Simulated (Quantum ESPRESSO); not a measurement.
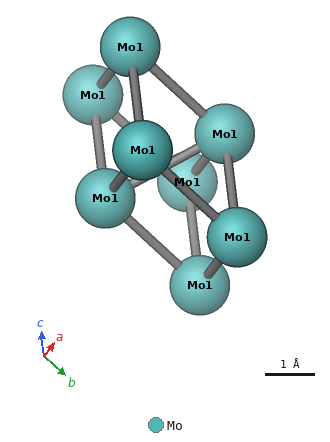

*The structure (ball-and-stick view of the cell of the calculation, seen at an oblique angle; atoms are numbered from 1 in the order of the input). An atom can appear more than once, as a periodic image.*

Near neighbours in the periodic cell (some may lie outside the picture): Mo has 8 Mo at 2.78 Å.

**Mo: band-structure run (part 1 of 2)**

Mo (1 atom in the cell), computed with Kohn-Sham DFT of a periodic cell, revPBE, DFT+U, SPMS 1.0 PBE, spin-polarised (Quantum ESPRESSO 7.5).

The structure derives from a Materials Project entry. The geometry was changed: volume scaled by 1.04.

## Input
```
&CONTROL
  calculation = 'scf'
  prefix = 'pwscf'
  outdir = './tmp'
  pseudo_dir = './pseudo'
  tprnfor = .true.
  tstress = .true.
  disk_io = 'low'
/
&SYSTEM
  ibrav = 0
  nat = 1
  ntyp = 1
  ecutwfc = 70
  nbnd = 16
  input_dft = 'revpbe'
  occupations = 'smearing'
  smearing = 'mv'
  degauss = 0.00999582
  nspin = 2
  starting_magnetization(1) = 0.0014
  tot_magnetization = 2
/
&ELECTRONS
  conv_thr = 2d-10
  electron_maxstep = 120
  mixing_beta = 0.3
/
ATOMIC_SPECIES
Mo    95.9500 42_Mo_14_2.0_2.6_pbe_n_v1.0.upf
CELL_PARAMETERS angstrom
  -1.6046509537    1.6046509537    1.6046509537
   1.6046509537   -1.6046509537    1.6046509537
   1.6046509537    1.6046509537   -1.6046509537
ATOMIC_POSITIONS crystal
Mo     0.0000000000    0.0000000000    0.0000000000
K_POINTS automatic
8 8 8 0 0 0
HUBBARD {atomic}
U Mo-4d 4.0
```

## File pp_density.in
```
&INPUTPP
  prefix = 'pwscf'
  outdir = './tmp'
  filplot = 'density.dat'
  plot_num = 0
/
&PLOT
  nfile = 1
  filepp(1) = 'density.dat'
  iflag = 3
  output_format = 6
  fileout = 'density.cube'
/
```

## File pp_potential.in
```
&INPUTPP
  prefix = 'pwscf'
  outdir = './tmp'
  filplot = 'potential.dat'
  plot_num = 11
/
&PLOT
  nfile = 1
  filepp(1) = 'potential.dat'
  iflag = 3
  output_format = 6
  fileout = 'potential.cube'
/
```

## File pp_spin.in
```
&INPUTPP
  prefix = 'pwscf'
  outdir = './tmp'
  filplot = 'spin.dat'
  plot_num = 6
/
&PLOT
  nfile = 1
  filepp(1) = 'spin.dat'
  iflag = 3
  output_format = 6
  fileout = 'spin.cube'
/
```

## File pp_elf.in
```
&INPUTPP
  prefix = 'pwscf'
  outdir = './tmp'
  filplot = 'elf.dat'
  plot_num = 8
/
&PLOT
  nfile = 1
  filepp(1) = 'elf.dat'
  iflag = 3
  output_format = 6
  fileout = 'elf.cube'
/
```

## File bands.in
```
&CONTROL
  calculation = 'bands'
  prefix = 'pwscf'
  outdir = './tmp'
  pseudo_dir = './pseudo'
  disk_io = 'low'
  verbosity = 'high'
/
&SYSTEM
  ibrav = 0
  nat = 1
  ntyp = 1
  ecutwfc = 70
  nbnd = 16
  input_dft = 'revpbe'
  occupations = 'smearing'
  smearing = 'mv'
  degauss = 0.00999582
  nspin = 2
  starting_magnetization(1) = 0.0014
  tot_magnetization = 2
/
&ELECTRONS
  conv_thr = 1d-08
  electron_maxstep = 120
  mixing_beta = 0.3
  diago_full_acc = .true.
/
ATOMIC_SPECIES
Mo    95.9500 42_Mo_14_2.0_2.6_pbe_n_v1.0.upf
CELL_PARAMETERS angstrom
  -1.6046509537    1.6046509537    1.6046509537
   1.6046509537   -1.6046509537    1.6046509537
   1.6046509537    1.6046509537   -1.6046509537
ATOMIC_POSITIONS crystal
Mo     0.0000000000    0.0000000000    0.0000000000
K_POINTS crystal
60
 0.0000000000  0.0000000000  0.0000000000 1
 0.0416666667 -0.0416666667  0.0416666667 1
 0.0833333333 -0.0833333333  0.0833333333 1
 0.1250000000 -0.1250000000  0.1250000000 1
 0.1666666667 -0.1666666667  0.1666666667 1
 0.2083333333 -0.2083333333  0.2083333333 1
 0.2500000000 -0.2500000000  0.2500000000 1
 0.2916666667 -0.2916666667  0.2916666667 1
 0.3333333333 -0.3333333333  0.3333333333 1
 0.3750000000 -0.3750000000  0.3750000000 1
 0.4166666667 -0.4166666667  0.4166666667 1
 0.4583333333 -0.4583333333  0.4583333333 1
 0.5000000000 -0.5000000000  0.5000000000 1
 0.4375000000 -0.4375000000  0.5000000000 1
 0.3750000000 -0.3750000000  0.5000000000 1
 0.3125000000 -0.3125000000  0.5000000000 1
 0.2500000000 -0.2500000000  0.5000000000 1
 0.1875000000 -0.1875000000  0.5000000000 1
 0.1250000000 -0.1250000000  0.5000000000 1
 0.0625000000 -0.0625000000  0.5000000000 1
 0.0000000000  0.0000000000  0.5000000000 1
 0.0000000000  0.0000000000  0.4444444444 1
 0.0000000000  0.0000000000  0.3888888889 1
 0.0000000000  0.0000000000  0.3333333333 1
 0.0000000000  0.0000000000  0.2777777778 1
 0.0000000000  0.0000000000  0.2222222222 1
 0.0000000000  0.0000000000  0.1666666667 1
 0.0000000000  0.0000000000  0.1111111111 1
 0.0000000000  0.0000000000  0.0555555556 1
 0.0000000000  0.0000000000  0.0000000000 1
 0.0227272727  0.0227272727  0.0227272727 1
 0.0454545455  0.0454545455  0.0454545455 1
 0.0681818182  0.0681818182  0.0681818182 1
 0.0909090909  0.0909090909  0.0909090909 1
 0.1136363636  0.1136363636  0.1136363636 1
 0.1363636364  0.1363636364  0.1363636364 1
 0.1590909091  0.1590909091  0.1590909091 1
 0.1818181818  0.1818181818  0.1818181818 1
 0.2045454545  0.2045454545  0.2045454545 1
 0.2272727273  0.2272727273  0.2272727273 1
 0.2500000000  0.2500000000  0.2500000000 1
 0.2708333333  0.1875000000  0.2708333333 1
 0.2916666667  0.1250000000  0.2916666667 1
 0.3125000000  0.0625000000  0.3125000000 1
 0.3333333333  0.0000000000  0.3333333333 1
 0.3541666667 -0.0625000000  0.3541666667 1
 0.3750000000 -0.1250000000  0.3750000000 1
 0.3958333333 -0.1875000000  0.3958333333 1
 0.4166666667 -0.2500000000  0.4166666667 1
 0.4375000000 -0.3125000000  0.4375000000 1
 0.4583333333 -0.3750000000  0.4583333333 1
 0.4791666667 -0.4375000000  0.4791666667 1
 0.5000000000 -0.5000000000  0.5000000000 1
 0.2500000000  0.2500000000  0.2500000000 1
 0.2083333333  0.2083333333  0.2916666667 1
 0.1666666667  0.1666666667  0.3333333333 1
 0.1250000000  0.1250000000  0.3750000000 1
 0.0833333333  0.0833333333  0.4166666667 1
 0.0416666667  0.0416666667  0.4583333333 1
 0.0000000000  0.0000000000  0.5000000000 1
HUBBARD {atomic}
U Mo-4d 4.0
```

Launched with:
```bash
OMP_NUM_THREADS=1 pw.x -in pw.in > pw.out
OMP_NUM_THREADS=1 pp.x -in pp_density.in > pp_density.out
OMP_NUM_THREADS=1 pp.x -in pp_potential.in > pp_potential.out
OMP_NUM_THREADS=1 pp.x -in pp_spin.in > pp_spin.out
OMP_NUM_THREADS=1 pp.x -in pp_elf.in > pp_elf.out
OMP_NUM_THREADS=1 pw.x -in bands.in > bands.out
```

## Log
```
This program is part of the open-source Quantum ESPRESSO suite
     for quantum simulation of materials; please cite
         "P. Giannozzi et al., J. Phys.:Condens. Matter 21 395502 (2009);
         "P. Giannozzi et al., J. Phys.:Condens. Matter 29 465901 (2017);
         "P. Giannozzi et al., J. Chem. Phys. 152 154105 (2020);
          URL
     in publications or presentations arising from this work. More details at

     IMPORTANT: XC functional enforced from input :
     Exchange-correlation= REVPBE
                           (   1   4   4   4   0   0   0)
     Any further DFT definition will be discarded
     Please, verify this is what you really want

     Message from routine setup:
     using ibrav=0 with symmetry is DISCOURAGED, use correct ibrav instead

     G-vector sticks info
     --------------------
     sticks:   dense  smooth     PW     G-vecs:    dense   smooth      PW
     Sum         571     571    217                 8781     8781    1985

     Using Slab Decomposition

     bravais-lattice index     =            0
     lattice parameter (alat)  =       5.2522  a.u.
     unit-cell volume          =     111.5317 (a.u.)^3
     number of atoms/cell      =            1
     number of atomic types    =            1
     number of electrons       =        14.00 (up:   8.00, down:   6.00)
     number of Kohn-Sham states=           16
     kinetic-energy cutoff     =      70.0000  Ry
     charge density cutoff     =     280.0000  Ry
     scf convergence threshold =      2.0E-10
     mixing beta               =       0.3000
     number of iterations used =            8  plain     mixing
     Exchange-correlation= REVPBE
                           (   1   4   4   4   0   0   0)
     Hubbard projectors: atomic
     Hubbard parameters of DFT+U (Dudarev formulation) in eV:
     U(Mo-4d) =  4.0000

     Internal variables: lda_plus_u =T, lda_plus_u_kind = 0

     Internal variables: orbital_resolved =F, hub_pot_fix =F, apply_U = F

     celldm(1)=   5.252186  celldm(2)=   0.000000  celldm(3)=   0.000000
     celldm(4)=   0.000000  celldm(5)=   0.000000  celldm(6)=   0.000000

     crystal axes: (cart. coord. in units of alat)
               a(1) = (  -0.577350   0.577350   0.577350 )
               a(2) = (   0.577350  -0.577350   0.577350 )
               a(3) = (   0.577350   0.577350  -0.577350 )

     reciprocal axes: (cart. coord. in units 2 pi/alat)
               b(1) = ( -0.000000  0.866025  0.866025 )
               b(2) = (  0.866025 -0.000000  0.866025 )
               b(3) = (  0.866025  0.866025  0.000000 )

     PseudoPot. # 1 for Mo read from file:
     42_Mo_14_2.0_2.6_pbe_n_v1.0.upf
     Pseudo is Norm-conserving + core correction, Zval = 14.0
     Generated using ONCVPSP code by D. R. Hamann
     Using radial grid of 1640 points,  6 beta functions with:
                l(1) =   0
                l(2) =   0
                l(3) =   1
                l(4) =   1
                l(5) =   2
                l(6) =   2

     atomic species   valence    mass     pseudopotential
     Mo               14.00    95.95000     Mo( 1.00)

     Starting magnetic structure
     atomic species   magnetization
     Mo              0.001

     48 Sym. Ops., with inversion, found

   Cartesian axes

     site n.     atom                  positions (alat units)
         1        Mo     tau(   1) = (   0.0000000   0.0000000   0.0000000  )

     number of k points=    29  Marzari-Vanderbilt smearing, width (Ry)=  0.0100
                       cart. coord. in units 2pi/alat
        k(    1) = (   0.0000000   0.0000000   0.0000000), wk =   0.0019531
        k(    2) = (   0.1082532   0.1082532   0.0000000), wk =   0.0234375
        k(    3) = (   0.2165064   0.2165064   0.0000000), wk =   0.0234375
        k(    4) = (   0.3247595   0.3247595   0.0000000), wk =   0.0234375
        k(    5) = (  -0.4330127  -0.4330127   0.0000000), wk =   0.0117188
        k(    6) = (   0.2165064   0.1082532   0.1082532), wk =   0.0468750
        k(    7) = (   0.3247595   0.2165064   0.1082532), wk =   0.0937500
        k(    8) = (   0.4330127   0.3247595   0.1082532), wk =   0.0937500
        k(    9) = (   0.4330127   0.2165064   0.2165064), wk =   0.0468750
        k(   10) = (   0.5412659   0.3247595   0.2165064), wk =   0.0468750
        k(   11) = (   0.2165064   0.2165064   0.2165064), wk =   0.0156250
        k(   12) = (   0.3247595   0.3247595   0.2165064), wk =   0.0468750
        k(   13) = (   0.4330127   0.4330127   0.2165064), wk =   0.0234375
        k(   14) = (   0.0000000   0.0000000   0.2165064), wk =   0.0117188
        k(   15) = (   0.4330127   0.3247595   0.3247595), wk =   0.0468750
        k(   16) = (   0.0000000  -0.1082532   0.3247595), wk =   0.0468750
        k(   17) = (  -0.0000000  -0.2165064   0.4330127), wk =   0.0468750
        k(   18) = (   0.1082532  -0.1082532   0.4330127), wk =   0.0468750
        k(   19) = (  -0.8660254  -0.3247595  -0.3247595), wk =   0.0234375
        k(   20) = (  -0.7577722  -0.2165064  -0.3247595), wk =   0.0937500
        k(   21) = (  -0.6495191  -0.2165064  -0.2165064), wk =   0.0156250
        k(   22) = (   0.4330127   0.4330127   0.4330127), wk =   0.0039062
        k(   23) = (   0.0000000   0.0000000   0.4330127), wk =   0.0117188
        k(   24) = (  -0.0000000  -0.1082532   0.5412659), wk =   0.0468750
        k(   25) = (  -0.8660254  -0.2165064  -0.2165064), wk =   0.0234375
        k(   26) = (  -0.7577722  -0.1082532  -0.2165064), wk =   0.0468750
        k(   27) = (  -0.0000000  -0.0000000   0.6495191), wk =   0.0117188
        k(   28) = (  -0.8660254  -0.1082532  -0.1082532), wk =   0.0234375
        k(   29) = (  -0.8660254  -0.8660254  -0.8660254), wk =   0.0019531

     Dense  grid:     8781 G-vectors     FFT dimensions: (  27,  27,  27)

     Generating pointlists ...
     new r_m :   0.4125 (alat units)  2.1665 (a.u.) for type    1

     Initial potential from superposition of free atoms

     starting charge      13.9986, renormalised to      14.0000

     STARTING HUBBARD OCCUPATIONS:

     =================== HUBBARD OCCUPATIONS ===================
     ------------------------ ATOM    1 ------------------------
     Tr[ns(  1)] (up, down, total) =   5.00000  0.00000  5.00000
     Atomic magnetic moment for atom   1 =   5.00000
     SPIN  1
     eigenvalues:
       1.000  1.000  1.000  1.000  1.000
     eigenvectors (columns):
       1.000  0.000  0.000  0.000  0.000
       0.000  1.000  0.000  0.000  0.000
       0.000  0.000  1.000  0.000  0.000
       0.000  0.000  0.000  1.000  0.000
       0.000  0.000  0.000  0.000  1.000
     occupation matrix ns (before diag.):
       1.000  0.000  0.000  0.000  0.000
       0.000  1.000  0.000  0.000  0.000
       0.000  0.000  1.000  0.000  0.000
       0.000  0.000  0.000  1.000  0.000
       0.000  0.000  0.000  0.000  1.000
     SPIN  2
     eigenvalues:
       0.000  0.000  0.000  0.000  0.000
     eigenvectors (columns):
       1.000  0.000  0.000  0.000  0.000
       0.000  1.000  0.000  0.000  0.000
       0.000  0.000  1.000  0.000  0.000
       0.000  0.000  0.000  1.000  0.000
       0.000  0.000  0.000  0.000  1.000
     occupation matrix ns (before diag.):
       0.000  0.000  0.000  0.000  0.000
       0.000  0.000  0.000  0.000  0.000
       0.000  0.000  0.000  0.000  0.000
       0.000  0.000  0.000  0.000  0.000
       0.000  0.000  0.000  0.000  0.000

     Number of occupied Hubbard levels =    5.0000

     Atomic wfc used for Hubbard projectors are NOT orthogonalized

     Starting wfcs are   10 randomized atomic wfcs +    6 random wfcs

     Self-consistent Calculation

     iteration #  1     ecut=    70.00 Ry     beta= 0.30
     Davidson diagonalization with overlap
     ethr =  1.00E-02,  avg # of iterations =  4.9

     =================== HUBBARD OCCUPATIONS ===================
     ------------------------ ATOM    1 ------------------------
     Tr[ns(  1)] (up, down, total) =   4.08627  2.32204  6.40831
     Atomic magnetic moment for atom   1 =   1.76423
     SPIN  1
     eigenvalues:
       0.785  0.785  0.839  0.839  0.839
     eigenvectors (columns):
      -0.558  0.830 -0.000  0.000  0.000
      -0.000 -0.000  0.302  0.701 -0.646
      -0.000 -0.000  0.379  0.534  0.756
       0.830  0.558  0.000 -0.000 -0.000
       0.000 -0.000 -0.875  0.473  0.104
     occupation matrix ns (before diag.):
       0.785 -0.000  0.000  0.000  0.000
      -0.000  0.839 -0.000  0.000  0.000
       0.000 -0.000  0.839  0.000  0.000
       0.000  0.000  0.000  0.785 -0.000
       0.000  0.000  0.000 -0.000  0.839
     SPIN  2
     eigenvalues:
       0.443  0.443  0.443  0.496  0.496
     eigenvectors (columns):
      -0.000 -0.000 -0.000  0.341 -0.940
      -0.307  0.615 -0.726 -0.000  0.000
      -0.411  0.603  0.684 -0.000 -0.000
       0.000  0.000  0.000 -0.940 -0.341
       0.858  0.509  0.068  0.000 -0.000
     occupation matrix ns (before diag.):
       0.496 -0.000  0.000  0.000  0.000
      -0.000  0.443 -0.000  0.000  0.000
       0.000 -0.000  0.443  0.000  0.000
       0.000  0.000  0.000  0.496 -0.000
       0.000  0.000  0.000 -0.000  0.443

     Number of occupied Hubbard levels =    6.4083

     Threshold (ethr) on eigenvalues was too large:
     Diagonalizing with lowered threshold

     Davidson diagonalization with overlap
     ethr =  6.92E-04,  avg # of iterations =  1.2

     total energy              =    -139.73422366 Ry
     estimated scf accuracy    <       0.09681329 Ry

     total magnetization       =     2.00 Bohr mag/cell
     absolute magnetization    =     2.00 Bohr mag/cell

     iteration #  2     ecut=    70.00 Ry     beta= 0.30
     Davidson diagonalization with overlap
     ethr =  6.92E-04,  avg # of iterations =  1.0

     total energy              =    -139.76284926 Ry
     estimated scf accuracy    <       0.02329795 Ry

     total magnetization       =     2.00 Bohr mag/cell
     absolute magnetization    =     2.00 Bohr mag/cell

     iteration #  3     ecut=    70.00 Ry     beta= 0.30
     Davidson diagonalization with overlap
     ethr =  1.66E-04,  avg # of iterations =  1.2

     total energy              =    -139.77044652 Ry
     estimated scf accuracy    <       0.00355429 Ry

     total magnetization       =     2.00 Bohr mag/cell
     absolute magnetization    =     2.00 Bohr mag/cell

     iteration #  4     ecut=    70.00 Ry     beta= 0.30
     Davidson diagonalization with overlap
     ethr =  2.54E-05,  avg # of iterations =  1.8

     total energy              =    -139.77085293 Ry
     estimated scf accuracy    <       0.00036214 Ry

     total magnetization       =     2.00 Bohr mag/cell
     absolute magnetization    =     2.00 Bohr mag/cell

     iteration #  5     ecut=    70.00 Ry     beta= 0.30
     Davidson diagonalization with overlap
     ethr =  2.59E-06,  avg # of iterations =  2.4

     total energy              =    -139.77090377 Ry
     estimated scf accuracy    <       0.00001597 Ry

     total magnetization       =     2.00 Bohr mag/cell
     absolute magnetization    =     2.00 Bohr mag/cell

     iteration #  6     ecut=    70.00 Ry     beta= 0.30
     Davidson diagonalization with overlap
     ethr =  1.14E-07,  avg # of iterations =  1.9

     total energy              =    -139.77091172 Ry
     estimated scf accuracy    <       0.00000111 Ry

     total magnetization       =     2.00 Bohr mag/cell
     absolute magnetization    =     2.00 Bohr mag/cell

     iteration #  7     ecut=    70.00 Ry     beta= 0.30
     Davidson diagonalization with overlap
     ethr =  7.96E-09,  avg # of iterations =  1.4

     total energy              =    -139.77091245 Ry
     estimated scf accuracy    <       0.00000032 Ry

     total magnetization       =     2.00 Bohr mag/cell
     absolute magnetization    =     2.00 Bohr mag/cell

     iteration #  8     ecut=    70.00 Ry     beta= 0.30
     Davidson diagonalization with overlap
     ethr =  2.27E-09,  avg # of iterations =  1.4

     total energy              =    -139.77091272 Ry
     estimated scf accuracy    <       0.00000007 Ry

     total magnetization       =     2.00 Bohr mag/cell
     absolute magnetization    =     2.00 Bohr mag/cell

     iteration #  9     ecut=    70.00 Ry     beta= 0.30
     Davidson diagonalization with overlap
     ethr =  4.65E-10,  avg # of iterations =  2.0

     total energy              =    -139.77091293 Ry
     estimated scf accuracy    <       0.00000004 Ry

     total magnetization       =     2.00 Bohr mag/cell
     absolute magnetization    =     2.00 Bohr mag/cell

     iteration # 10     ecut=    70.00 Ry     beta= 0.30
     Davidson diagonalization with overlap
     ethr =  2.61E-10,  avg # of iterations =  2.0

     total energy              =    -139.77091294 Ry
     estimated scf accuracy    <          1.9E-09 Ry

     total magnetization       =     2.00 Bohr mag/cell
     absolute magnetization    =     2.00 Bohr mag/cell

     iteration # 11     ecut=    70.00 Ry     beta= 0.30
     Davidson diagonalization with overlap
     ethr =  1.36E-11,  avg # of iterations =  2.0

     Magnetic moment per site  (integrated on atomic sphere of radius R)
     atom   1 (R=0.413)  charge= 11.9212  magn=  1.5747

     End of self-consistent calculation

     =================== HUBBARD OCCUPATIONS ===================
     ------------------------ ATOM    1 ------------------------
     Tr[ns(  1)] (up, down, total) =   4.10224  2.50015  6.60239
     Atomic magnetic moment for atom   1 =   1.60209
     SPIN  1
     eigenvalues:
       0.772  0.772  0.853  0.853  0.853
     eigenvectors (columns):
       0.477  0.879 -0.000  0.000  0.000
       0.000  0.000  0.285  0.643 -0.711
       0.000 -0.000  0.374  0.608  0.700
      -0.879  0.477  0.000 -0.000 -0.000
      -0.000 -0.000 -0.882  0.466  0.067
     occupation matrix ns (before diag.):
       0.772 -0.000  0.000  0.000  0.000
      -0.000  0.853 -0.000  0.000  0.000
       0.000 -0.000  0.853  0.000  0.000
       0.000  0.000  0.000  0.772 -0.000
       0.000  0.000  0.000 -0.000  0.853
     SPIN  2
     eigenvalues:
       0.498  0.498  0.498  0.503  0.503
     eigenvectors (columns):
      -0.000 -0.000 -0.000  0.419 -0.908
      -0.302  0.685 -0.663 -0.000  0.000
      -0.390  0.546  0.741 -0.000 -0.000
       0.000  0.000  0.000 -0.908 -0.419
       0.870  0.482  0.102  0.000 -0.000
     occupation matrix ns (before diag.):
       0.503 -0.000  0.000  0.000  0.000
      -0.000  0.498 -0.000  0.000  0.000
       0.000 -0.000  0.498  0.000  0.000
       0.000  0.000  0.000  0.503 -0.000
       0.000  0.000  0.000 -0.000  0.498

     Number of occupied Hubbard levels =    6.6024
```
